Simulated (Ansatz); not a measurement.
**Al₅P₆: geometry relaxation (part 2 of 2)**

Continued. System: Al₅P₆ (slab, 11 atoms in the cell). Method: DFT PBE, scalar-relativistic, plane waves, PAW, no spin polarisation (Ansatz 0.2.0); cutoff 420 eV, 7×7×1 k-mesh, Gaussian smearing of 0.05 eV. The structure derives from an entry of the Crystallography Open Database. It belongs to a series of runs on one base structure; here: (1 0 0) slab, atoms relaxed.

Geometry of the input (Å; fractional positions):
```
3.8939  0.0000  0.0000
0.0000  3.8939  0.0000
0.0000  0.0000  28.7670
P  0.0000  0.5000  0.2607
Al 0.5000  0.5000  0.3086
P  0.5000  0.0000  0.3564
Al 0.0000  0.0000  0.4043
P  0.0000  0.5000  0.4521
Al 0.5000  0.5000  0.5000
P  0.5000  0.0000  0.5479
Al 0.0000  0.0000  0.5957
P  0.0000  0.5000  0.6436
Al 0.5000  0.5000  0.6914
P  0.5000  0.0000  0.7393
```

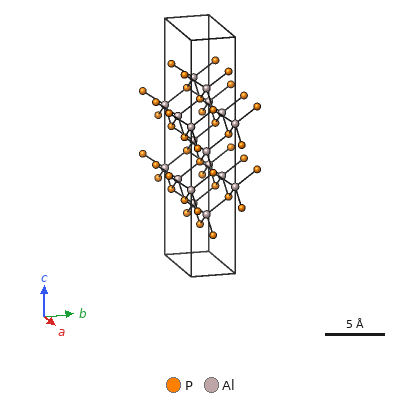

*The geometry at step 2 of the log (ball-and-stick view of the 2 × 1 repeat of the cell, with the vacuum cut short, seen slightly off an axis; bonded neighbours outside the cell are drawn too).*

The program's output, continued
```
SCF iter   1: F=—  HF=-7223.891791 eV  |F-HF|=—  |Δ(HF+E_count)|=         —  Δρ=5.16e-4  dr2=1.57e-3  ethr=2.46e-5  p=-0.000 e·Å  D=-5.86e-8 V/Å  ΔV_dip=0.00 eV  dr2_dipole=4.51e-11  V_vac-E_F(+/−)=6.43/6.43 eV  ⟨swp⟩=2.9  Hψ=1318  notcnv=0  defer=81
efield: sawtooth ramp at fractional position 0.9800 (handed on by an earlier solve), width 0.0400; the density the first Hamiltonian is built on has a dipole p = -0.000 e·Å; the dipole correction subtracts the counter field D = -5.86e-8 V/Å, which shifts the + side's vacuum level by +0.00 eV against the − side's; the planar-averaged density in the ramp window peaks in size at 9.2e-8 e/Å³
preconditioner: auto → LDOS  [metal: Δε(μ)=0.029 eV  Ē_g=7.965 eV  σ=0.050 eV  W_gap=0.31  n_scr=52 (ndim 8)  ℏωp=11.9 eV  f_vac=0.401  D(μ)=10.41/eV (n_scr^D=62)  β→1.0]
SCF iter   2: F=—  HF=-7223.891521 eV  |F-HF|=—  |Δ(HF+E_count)|=   2.70e-4  Δρ=3.35e-4  dr2=5.29e-4  ethr=3.50e-6  p=-0.000 e·Å  D=-1.67e-7 V/Å  ΔV_dip=0.00 eV  dr2_dipole=1.16e-11  V_vac-E_F(+/−)=6.42/6.42 eV  ⟨swp⟩=2.1  Hψ=961  notcnv=0  defer=81
SCF iter   3: F=—  HF=-7223.891276 eV  |F-HF|=—  |Δ(HF+E_count)|=   2.45e-4  Δρ=8.84e-5  dr2=9.31e-5  ethr=1.18e-6  p=-0.000 e·Å  D=-8.74e-8 V/Å  ΔV_dip=0.00 eV  dr2_dipole=5.33e-11  V_vac-E_F(+/−)=6.42/6.42 eV  ⟨swp⟩=2.1  Hψ=747  notcnv=0  defer=81
SCF iter   4: F=—  HF=-7223.891269 eV  |F-HF|=—  |Δ(HF+E_count)|=   7.36e-6  Δρ=3.53e-5  dr2=2.18e-5  ethr=2.07e-7  p=-0.000 e·Å  D=-8.85e-8 V/Å  ΔV_dip=0.00 eV  dr2_dipole=3.27e-11  V_vac-E_F(+/−)=6.41/6.41 eV  ⟨swp⟩=2.1  Hψ=645  notcnv=0  defer=81
SCF iter   5: F=—  HF=-7223.891268 eV  |F-HF|=—  |Δ(HF+E_count)|=   1.30e-6  Δρ=1.84e-5  dr2=9.77e-6  ethr=4.85e-8  p=-0.000 e·Å  D=-1.93e-8 V/Å  ΔV_dip=0.00 eV  dr2_dipole=3.11e-11  V_vac-E_F(+/−)=6.41/6.41 eV  ⟨swp⟩=2.5  Hψ=755  notcnv=0  defer=81
SCF iter   6: F=—  HF=-7223.891267 eV  |F-HF|=—  |Δ(HF+E_count)|=   8.33e-7  Δρ=6.85e-6  dr2=2.24e-6  ethr=2.17e-8  p=-0.000 e·Å  D=-6.16e-8 V/Å  ΔV_dip=0.00 eV  dr2_dipole=1.43e-15  V_vac-E_F(+/−)=6.41/6.41 eV  ⟨swp⟩=2.6  Hψ=725  notcnv=0  defer=81
SCF iter   7: F=-7223.891267 eV  HF=-7223.891267 eV  |F-HF|=3.36e-7  |Δ(HF+E_count)|=   1.35e-7  Δρ=3.54e-6  dr2=4.03e-7  ethr=2.55e-9  p=-0.000 e·Å  D=-1.71e-8 V/Å  ΔV_dip=0.00 eV  dr2_dipole=3.63e-14  V_vac-E_F(+/−)=6.41/6.41 eV  ⟨swp⟩=19.3  Hψ=5012  notcnv=0
SCF 3 converged in 7 iterations: F = -7223.891267 eV  dr2 = 4.03e-7
  greatest PAW one-centre occupation: 0.817 electrons in one spin orbital (limit 2), on the P atom at site 10 (counted from 0), in its partial waves of l = 0
relax step   3: F+E_penalty+E_count = -7223.89126677 eV  Δ(F+E_penalty+E_count) = -2.198e-3 eV  max|allowed force component| = 9.897e-3 eV/Å  Δτ_max = 0.0119 Å  (7 SCF iters, dr2 threshold 1.15e-6 eV, accepted)
iter 1 solved again at ethr=8.97e-10 eV; its pass at ethr=3.10e-3 eV (dr2=4.04e-7 eV) is discarded
SCF iter   1: F=—  HF=-7223.891259 eV  |F-HF|=—  |Δ(HF+E_count)|=         —  Δρ=3.70e-6  dr2=4.06e-7  ethr=8.97e-10  p=-0.000 e·Å  D=-1.71e-8 V/Å  ΔV_dip=0.00 eV  dr2_dipole=8.46e-14  V_vac-E_F(+/−)=6.41/6.41 eV  ⟨swp⟩=1.0  Hψ=1472  notcnv=0
efield: sawtooth ramp at fractional position 0.9800 (handed on by an earlier solve), width 0.0400; the density the first Hamiltonian is built on has a dipole p = -0.000 e·Å; the dipole correction subtracts the counter field D = -1.71e-8 V/Å, which shifts the + side's vacuum level by +0.00 eV against the − side's; the planar-averaged density in the ramp window peaks in size at 6.3e-8 e/Å³
preconditioner: auto → LDOS  [metal: Δε(μ)=0.026 eV  Ē_g=7.966 eV  σ=0.050 eV  W_gap=0.28  n_scr=52 (ndim 8)  ℏωp=11.9 eV  f_vac=0.402  D(μ)=10.33/eV (n_scr^D=62)  β→1.0]
SCF iter   2: F=—  HF=-7223.891267 eV  |F-HF|=—  |Δ(HF+E_count)|=   8.13e-6  Δρ=3.57e-6  dr2=2.83e-7  ethr=8.97e-10  p=-0.000 e·Å  D=-2.71e-8 V/Å  ΔV_dip=0.00 eV  dr2_dipole=1.05e-12  V_vac-E_F(+/−)=6.41/6.41 eV  ⟨swp⟩=2.0  Hψ=824  notcnv=0
SCF iter   3: F=-7223.891267 eV  HF=-7223.891267 eV  |F-HF|=7.99e-8  |Δ(HF+E_count)|=   6.86e-9  Δρ=1.10e-6  dr2=9.07e-8  ethr=2.22e-10  p=-0.000 e·Å  D=-1.12e-8 V/Å  ΔV_dip=0.00 eV  dr2_dipole=6.23e-14  V_vac-E_F(+/−)=6.41/6.41 eV  ⟨swp⟩=8.8  Hψ=3832  notcnv=0
SCF 4 converged in 3 iterations: F = -7223.891267 eV  dr2 = 9.07e-8
relax step   4: F+E_penalty+E_count = -7223.89126698 eV  Δ(F+E_penalty+E_count) = -2.175e-7 eV  max|allowed force component| = 9.886e-3 eV/Å  Δτ_max = 0.0000 Å  (3 SCF iters, accepted)
WARN: The output density's exchange-correlation potential varies sharply where the density is thin. Do not read a vacuum level from v_tot or v_xc, or from such a field of the output density. On a cell that repeats whose density bears no net charge and no dipole along the vacuum's axis use v_es (v_loc + v_h of the components); under efield.dipole_correction with no amplitude use v_es + v_field, which holds any external_charges[].barrier, or the levels of the report's work_function block, which leave it out; under a non-zero efield.amplitude the vacuum is tilted and has no level; on a cell that repeats and bears such a dipole with no correction it is tilted too, and efield.dipole_correction with no amplitude gives each side of its ramp a level where efield: is served; in a cell that repeats whose density bears a net charge (total_charge, or a fill off its count) it is curved and has none; of a slab under crystal.periodic whose density bears no net charge use v_es, which has a level on each side, short of where the two are joined; of another it falls or rises all the way out and has none; of a slab beside external_charges read slab_vacuum_level instead, which it has where they leave it neutral. The grid or the basis barely resolves most such structure, and the values can differ between equally converged runs; as a rule a tighter scf.convergence.dr2_threshold does not remove it. Where the density itself ripples (under the LDA too) a higher basis.ecutwfc lessens it. The files hold the spikes' plane waves up to the density's cutoff. Files: v_tot_of_output_density and the like, and their columns of v_z.tsv (output.write_potential); v_xc_of_output_density and the like, and their columns of v_comp_z.tsv (output.write_potential_components). Measured: with its Gaussian average of σ = 0.25 Å subtracted twice, the exchange-correlation potential is over 0.1 eV at 4 of the grid points where the equally averaged density (valence and model cores) is under 1e-3 e/Å³, and 0.113 eV at the most among them, at an averaged density of 4.2e-9 e/Å³. The input density's (outcome.potential() and, of a run that writes arrays, v_tot and v_xc) is over 0.1 eV, so measured, at 1 points of its own thin density, 0.113 eV at the most. See output.write_potential in the manual, Limitations
SCF converged after 3 iterations
Free energy (F): -7223.891267 eV
Harris-Foulkes:  -7223.891267 eV  (|F-HF|=7.99e-8)
Internal energy: -7223.878357 eV  (E = F + TS)
E sigma→0 (E₀):  -7223.884812 eV
Entropy (-TS):   -0.012910 eV (-1.174 meV/atom)
Fermi energy:    -0.485289 eV
Dipole field:    D = -0.000000 V/Å  (p = -0.000001 e·Å, saw-weighted, corrected)
Work function:   Φ+ = 6.4098 eV   Φ− = 6.4098 eV
Levels:          The Fermi level and band energies are counted from a zero that moves with the ramp; work functions are not
--- Per-component energies (eV) ---
  E_band       = -213.001132
  E_kinetic    = 527.431802
  E_local      = -12866.016361  (includes V_loc(G=0)·N_el)
  E_nonlocal   = 256.346795
  E_hartree    = 6217.280715
  E_xc         = -561.849351
  E_vxc        = -501.242321  (∫ρ·V_xc dr)
  E_paw        = -5753.525321  (= ΣΔE_a)
  E_vpaw       = -64.117351  (= ΣTr[D̂ρ^β])
  E_aug_tail   = 0.000008  (compensation charges beyond the density's cutoff)
  E_efield     = 0.000000  (sawtooth field / dipole correction)
  E_vefield    = 0.000000  (∫n·V_field dr)
  E_ewald      = 4956.453357
  E_smearing   = -0.012910  (= −TS)
  E_closure    = -0.000000  (closes the sum)
  Σ components = -7223.891267   (vs F -7223.891267, Δ=0.00e0)
--- Forces (eV/Å), atoms counted from 1 ---
  atom   1  P      0.00000000     0.00000000     0.00117913
  atom   2  Al     0.00000000     0.00000000     0.00753260
  atom   3  P      0.00000000     0.00000000    -0.00355165
  atom   4  Al     0.00000000     0.00000000    -0.00988564
  atom   5  P      0.00000000     0.00000000    -0.00464233
  atom   6  Al     0.00000000     0.00000000    -0.00000145
  atom   7  P      0.00000000     0.00000000     0.00463185
  atom   8  Al     0.00000000     0.00000000     0.00988553
  atom   9  P      0.00000000     0.00000000     0.00356435
  atom  10  Al     0.00000000     0.00000000    -0.00753041
  atom  11  P      0.00000000     0.00000000    -0.00118211
  max |Σ_I F_I| component: 1.32e-7 eV/Å
--- Band table (eV; the first three rows and the last of 16) ---
  k-point 0: bands = ["-11.8681", "-11.4769", "-10.9436", "-10.3227", "-9.5295", "-9.3955", "-5.3711", "-4.3378", "-3.1612", "-2.5618", "-2.5618", "-2.1845", "-2.1845", "-1.9597", "-1.6847", "-1.6847", "-1.1278", "-1.1278", "-0.8011", "-0.6487", "-0.6487", "-0.4121", "0.5772", "0.5772", "1.2588", "1.8140", "2.1671", "2.3776", "2.9943", "2.9986", "3.0682", "3.6802", "3.8068", "3.8118"]
  k-point 1: bands = ["-11.7255", "-11.3444", "-10.8300", "-10.2429", "-9.4804", "-9.3614", "-5.3500", "-4.5281", "-3.6582", "-3.1622", "-2.7480", "-2.5584", "-2.4450", "-2.0809", "-1.9034", "-1.7583", "-1.6054", "-1.0898", "-1.0867", "-0.6633", "-0.5813", "-0.4631", "0.1721", "0.6269", "1.6659", "2.2796", "2.9194", "2.9924", "3.2935", "3.3057", "3.6111", "4.0271", "4.1762", "4.4321"]
  k-point 2: bands = ["-11.3208", "-10.9796", "-10.5419", "-10.0971", "-9.4687", "-9.2477", "-5.4694", "-5.1971", "-4.6461", "-4.0881", "-3.4911", "-3.4213", "-2.6361", "-2.1176", "-1.9687", "-1.8019", "-1.4468", "-1.4156", "-1.0445", "-0.7675", "-0.7437", "-0.6516", "-0.3013", "0.7342", "2.1947", "2.6822", "2.8713", "3.0006", "3.4701", "4.3697", "4.5251", "4.5978", "4.6988", "4.8421"]
  k-point 15: bands = ["-9.9088", "-9.8036", "-9.7163", "-9.7135", "-8.8500", "-8.8498", "-5.7038", "-5.5308", "-5.4945", "-5.1707", "-5.1442", "-3.6582", "-3.6575", "-3.0934", "-3.0854", "-2.8208", "-2.8067", "-2.6137", "-2.4927", "-2.4891", "-1.1044", "-1.1011", "-0.9873", "-0.9260", "1.7382", "1.8192", "2.4408", "2.5837", "3.0012", "3.3083", "3.5962", "3.9358", "4.2143", "4.8213"]
--- Relaxed structure (4 steps of the walk, 4 accepted, 0 SCFs on fresh bases) ---
  F+E_penalty+E_count = -7223.89126698 eV   max|allowed force component| = 9.886e-3 eV/Å
  atoms:
    - { symbol: P, position: [0.0, 0.5, 0.2621705934861657] }
    - { symbol: Al, position: [0.5, 0.5, 0.30824169307749305] }
    - { symbol: P, position: [0.5, 0.0, 0.3569491584312578] }
    - { symbol: Al, position: [0.0, 0.0, 0.40404289817821704] }
    - { symbol: P, position: [0.0, 0.5, 0.4521797112474813] }
    - { symbol: Al, position: [0.5, 0.5, 0.5000000321741066] }
    - { symbol: P, position: [0.5, 0.0, 0.5478203527218073] }
    - { symbol: Al, position: [0.0, 0.0, 0.5959571121094512] }
    - { symbol: P, position: [0.0, 0.5, 0.6430507935296985] }
    - { symbol: Al, position: [0.5, 0.5, 0.6917582686615728] }
    - { symbol: P, position: [0.5, 0.0, 0.737829386382749] }
```

Trajectory as extended XYZ (Å, eV, eV/Å), 4 frames, from step=1 to step=4
```
11
Lattice="3.8939 0.0000 0.0000 0.0000 3.8939 0.0000 0.0000 0.0000 28.7670" Properties=species:S:1:pos:R:3:forces:R:3 step=1 energy=-7223.87196
P     0.0000    1.9469    7.5000    0.0000   0.0000   0.2699
Al    1.9469    1.9469    8.8767    0.0000   0.0000  -0.3643
P     1.9469    0.0000   10.2534    0.0000   0.0000   0.2183
Al    0.0000    0.0000   11.6301    0.0000   0.0000  -0.1699
P     0.0000    1.9469   13.0068    0.0000   0.0000   0.0357
Al    1.9469    1.9469   14.3835    0.0000   0.0000   0.0000
P     1.9469    0.0000   15.7602    0.0000   0.0000  -0.0357
Al    0.0000    0.0000   17.1369    0.0000   0.0000   0.1699
P     0.0000    1.9469   18.5136    0.0000   0.0000  -0.2183
Al    1.9469    1.9469   19.8903    0.0000   0.0000   0.3643
P     1.9469    0.0000   21.2670    0.0000   0.0000  -0.2699
11
Lattice="3.8939 0.0000 0.0000 0.0000 3.8939 0.0000 0.0000 0.0000 28.7670" Properties=species:S:1:pos:R:3:forces:R:3 step=2 energy=-7223.88907
P     0.0000    1.9469    7.5299    0.0000   0.0000   0.0862
Al    1.9469    1.9469    8.8718    0.0000   0.0000  -0.1355
P     1.9469    0.0000   10.2612    0.0000   0.0000   0.0841
Al    0.0000    0.0000   11.6221    0.0000   0.0000  -0.0446
P     0.0000    1.9469   13.0052    0.0000   0.0000   0.0190
Al    1.9469    1.9469   14.3835    0.0000   0.0000   0.0000
P     1.9469    0.0000   15.7618    0.0000   0.0000  -0.0190
Al    0.0000    0.0000   17.1449    0.0000   0.0000   0.0446
P     0.0000    1.9469   18.5058    0.0000   0.0000  -0.0841
Al    1.9469    1.9469   19.8952    0.0000   0.0000   0.1355
P     1.9469    0.0000   21.2371    0.0000   0.0000  -0.0862
11
Lattice="3.8939 0.0000 0.0000 0.0000 3.8939 0.0000 0.0000 0.0000 28.7670" Properties=species:S:1:pos:R:3:forces:R:3 step=3 energy=-7223.89127
P     0.0000    1.9469    7.5419    0.0000   0.0000   0.0011
Al    1.9469    1.9469    8.8672    0.0000   0.0000   0.0076
P     1.9469    0.0000   10.2684    0.0000   0.0000  -0.0036
Al    0.0000    0.0000   11.6231    0.0000   0.0000  -0.0099
P     0.0000    1.9469   13.0079    0.0000   0.0000  -0.0045
Al    1.9469    1.9469   14.3835    0.0000   0.0000   0.0000
P     1.9469    0.0000   15.7591    0.0000   0.0000   0.0045
Al    0.0000    0.0000   17.1439    0.0000   0.0000   0.0099
P     0.0000    1.9469   18.4986    0.0000   0.0000   0.0036
Al    1.9469    1.9469   19.8998    0.0000   0.0000  -0.0076
P     1.9469    0.0000   21.2251    0.0000   0.0000  -0.0011
11
Lattice="3.8939 0.0000 0.0000 0.0000 3.8939 0.0000 0.0000 0.0000 28.7670" Properties=species:S:1:pos:R:3:forces:R:3 step=4 energy=-7223.89127
P     0.0000    1.9469    7.5419    0.0000   0.0000   0.0012
Al    1.9469    1.9469    8.8672    0.0000   0.0000   0.0075
P     1.9469    0.0000   10.2684    0.0000   0.0000  -0.0036
Al    0.0000    0.0000   11.6231    0.0000   0.0000  -0.0099
P     0.0000    1.9469   13.0079    0.0000   0.0000  -0.0046
Al    1.9469    1.9469   14.3835    0.0000   0.0000   0.0000
P     1.9469    0.0000   15.7591    0.0000   0.0000   0.0046
Al    0.0000    0.0000   17.1439    0.0000   0.0000   0.0099
P     0.0000    1.9469   18.4986    0.0000   0.0000   0.0036
Al    1.9469    1.9469   19.8998    0.0000   0.0000  -0.0075
P     1.9469    0.0000   21.2251    0.0000   0.0000  -0.0012
```

Results in brief

```json
{"quantity": "outcome", "value": "converged"}
{"quantity": "electrons treated", "value": "45"}
{"quantity": "free energy", "value": "−7223.8913 eV"}
{"quantity": "work function, top face", "value": "6.41 eV"}
{"quantity": "work function, bottom face", "value": "6.41 eV"}
{"quantity": "Fermi energy", "value": "−0.485 eV"}
{"quantity": "gap on the k-point mesh", "value": "none (metallic)"}
{"quantity": "final volume", "value": "436.18 Å³"}
{"quantity": "work function (upper face)", "value": "6.41 eV"}
{"quantity": "largest force (length of the vector) at the end", "value": "0.010 eV/Å"}
{"quantity": "hardware", "value": "1 thread of Arm Neoverse V1, 24 GiB of memory available, shared host"}
{"quantity": "wall time", "value": "2.2 min"}
{"quantity": "peak memory", "value": "0.58 GiB"}
```

Notes

The program warns: the exchange-correlation potential is rough where the density is thin.
